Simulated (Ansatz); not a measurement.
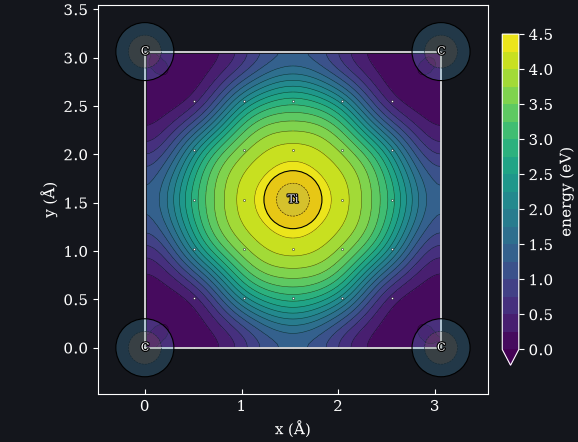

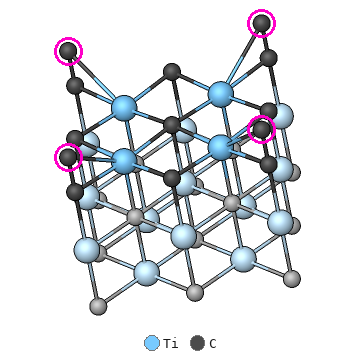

Energy landscape of C on a TiC(100) slab cut from the Fm-3m phase, its upper half relaxed before the scan (24 atoms of substrate and one adsorbate in a 2 × 2 cell). 
- C is moved over the surface cell; relaxed at each place: the height of the adsorbate's atoms; substrate rigid; the origin of the map has the adsorbate above C21.
- Places are given modulo a cell vector. The map is drawn in real space over the plane of the surface.
- Grid: 6 × 6 points; 10 points were computed and 26 follow by symmetry.
- Places are given in fractions of the 1 × 1 surface cell.
- Energies are in eV, from the lowest grid point.
- Method: DFT PBE, scalar-relativistic, plane waves, PAW in Ansatz 0.2.0. Settings: cutoff 420 eV, k-mesh 5×5×1, gaussian smearing 0.1 eV, no spin polarisation.

Drawn: filled contours, dots at the grid points, labelled circles for the atoms of the top layer and small ones for the second layer, the outline of one cell of the plane. Between grid points the surface is interpolated. The second picture is the structure at the lowest point; rings mark the moved atoms.

Where are the wells?

Answer. The lowest grid point is at the top site over a surface C atom, (0/6, 0/6) of the cell vectors. It is the only kind of minimum in the scanned range. The highest grid point, the top site over a surface Ti atom, (3/6, 3/6) of the cell vectors, lies 4.45 eV above the lowest. On the interpolated surface the easiest way out of the lowest well to its copy in the next cell or period passes a barrier of about 1.3 eV. At the lowest point the adsorbate has 1 C at 1.31 Å as nearest neighbours, at the highest 1 Ti at 1.98 Å. Its relaxed height above the top atom is 1.31 Å at the lowest and 1.88 Å at the highest point.

Each point was launched as `ansatz run input.yaml --threads 4 --pin off --max-ram 12288MiB --backend cpu --events-out ev --progress --plain --runs-dir out`. Time for the 10 points that were run: 47 min on 4 threads of AMD EPYC (Zen 3), on a shared host.
